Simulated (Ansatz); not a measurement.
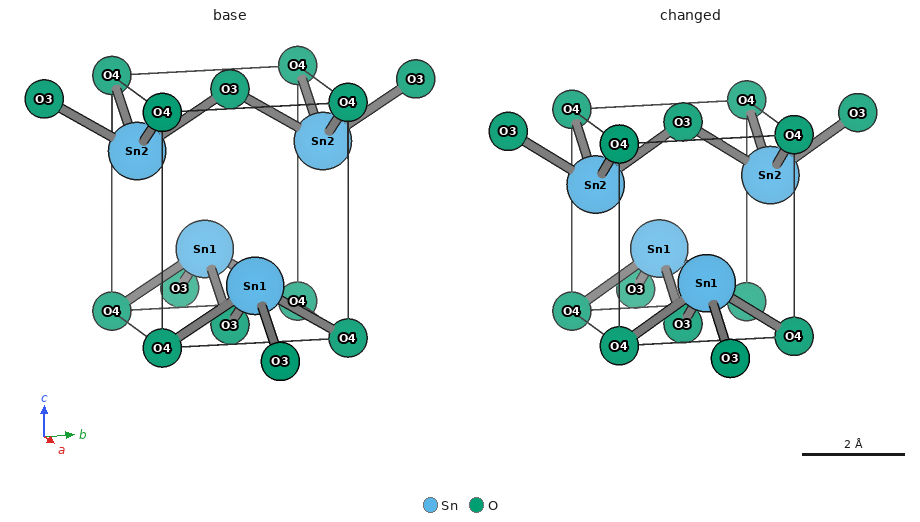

Left: a crystal of SnO (set up in P4/nmm). Right: the same structure after one change, at the same scale. The picture is a ball-and-stick view of the cell of the calculation, seen slightly off an axis.

The calculation used DFT PBEsol, scalar-relativistic, plane waves, PAW in Ansatz 0.2.0. (plane-wave cutoff 420 eV; k-point mesh 12 × 12 × 10; occupations gaussian; smearing width 0.1 eV; no spin polarisation)

The crystal is put under a hydrostatic pressure of 25 GPa. Cell and atoms are relaxed at that pressure.

What does the change do?

Answer. Energy change: +226 meV per atom. The pressure goes from 0.0 to 25.0 GPa. It is metallic before and after. The drawn cell changes as follows: a = b 3.805 → 3.581 Å (−5.9 %), c 4.753 → 4.071 Å (−14.4 %); the volume changes by −24.2 %. The largest moves relative to the cell, 0.18 Å, are those of Sn1 and Sn2. Sn2 goes along −c. O stays in place. Near-neighbour distances before and after: O–Sn 2.224 → 2.137 Å. The space group stays P4/nmm (No. 129).

Limits of the set-up: layers or molecules are held without a dispersion correction, so their spacing is unreliable.
